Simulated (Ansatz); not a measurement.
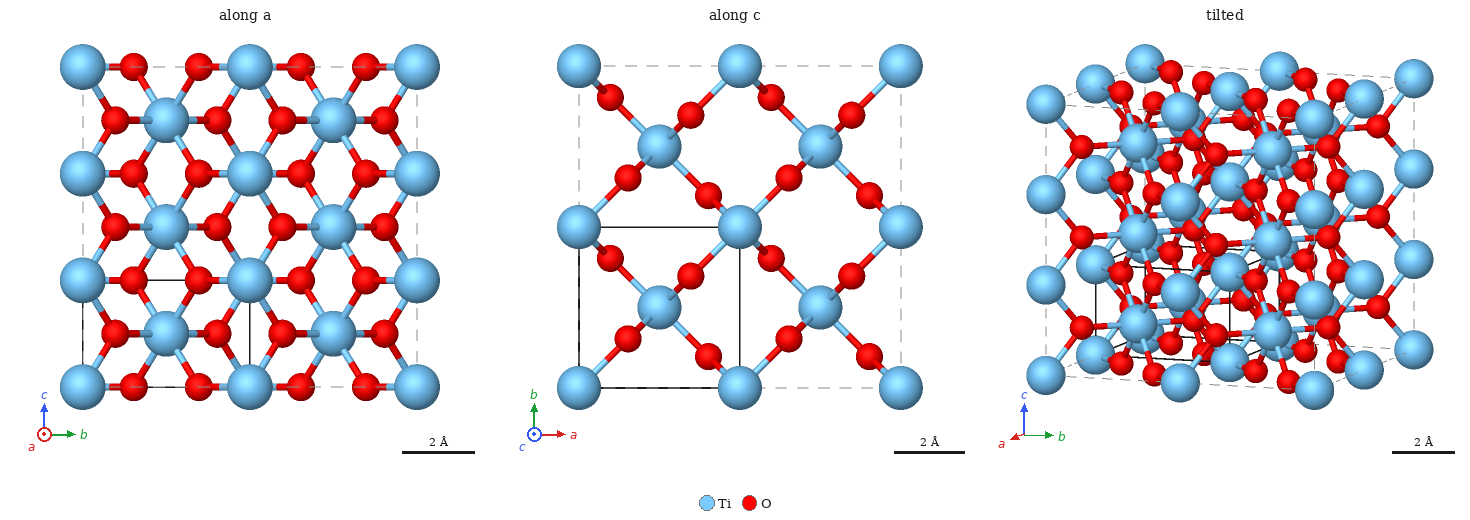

An orthographic ball-and-stick view of the structure, along the a axis, along the c axis and slightly off an axis. One conventional unit cell is drawn solid; the view covers 2×2×3 cells. Cell: a = 4.643 Å, b = 4.643 Å, c = 2.964 Å, α = 90.00°, β = 90.00°, γ = 90.00°.

What can be read from this drawing?

The structure is one of TiO2. Space group P4_2/mnm (No. 136), lattice primitive tetragonal. The prototype is rutile. One cell contains 2 Ti, 4 O, 6 atoms in all. Ti bonds to six O in a distorted octahedral arrangement at about 2.0 Å. O is coordinated by three Ti at about 2.0 Å. Not all metal-metal contacts are counted. The bonds build a three-dimensional framework.

The cell started as a structure listed in the Materials Project, with elements exchanged, so it need not be a known form of the compound. The geometry comes from a coarse first relaxation with DFT PBE, scalar-relativistic, plane waves, PAW (Ansatz).
